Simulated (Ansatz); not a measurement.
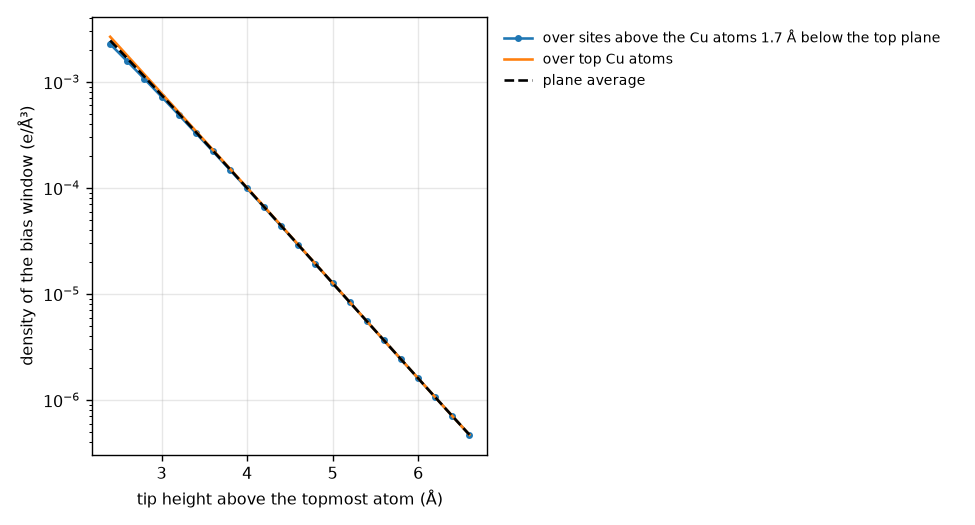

Approach curves over Cu(100) (Fm-3m bulk, 7 atomic planes (those closer than 0.6 Å count as one), 11 Å) at a sample bias of +1.50 V.

Model: Tersoff–Hamann, s-wave tip, no tip–sample forces. Bias windows are sharp sums over the levels of the k mesh.

These are results of DFT PBEsol, scalar-relativistic, plane waves, PAW (Ansatz), not measurements. Cutoff 420 eV, 19 × 19 k-points, Gaussian smearing 0.1 eV, dipole correction. The slab is a cut without reconstruction beyond its cell, at the source's lattice constants, with its lower half held fixed and the rest relaxed. No spin polarisation. The run couldn't confirm all of its levels under its output density. The run warns that the functional's potential is rough in the thin density of the vacuum, where the tip is; weak contrasts and barriers may feel it.

```
CELL_PARAMETERS angstrom
2.55619 0.00000 0.00000
0.00000 2.55619 0.00000
0.00000 0.00000 27.84500
ATOMIC_POSITIONS crystal
Cu 0.50000 0.50000 0.30526
Cu 0.00000 0.00000 0.37017
Cu 0.50000 0.50000 0.43509
Cu 0.00000 0.00000 0.49764
Cu 0.50000 0.50000 0.56030
Cu 0.00000 0.00000 0.62320
Cu 0.50000 0.50000 0.68351
```

The last single point took 40 s on 2 threads of Intel(R) Xeon(R) Platinum 8488C (Sapphire Rapids) (shared host), peak memory 0.87 GiB.

How fast does the current decay, and what apparent barrier height does that imply?

Near 4 Å the plane average falls as exp(−2.05 z/Å), a factor of 7.7 per ångström, which gives an apparent barrier of 4.0 eV (0.952 eV Å² times the slope squared). The vacuum level lies 4.62 eV above zero bias. The upper edge of the window lies 3.12 eV under it. The apparent barrier is above 3.12 eV. At 4 Å the 0.50 eV of states nearest the upper edge carry 50 % of the density.
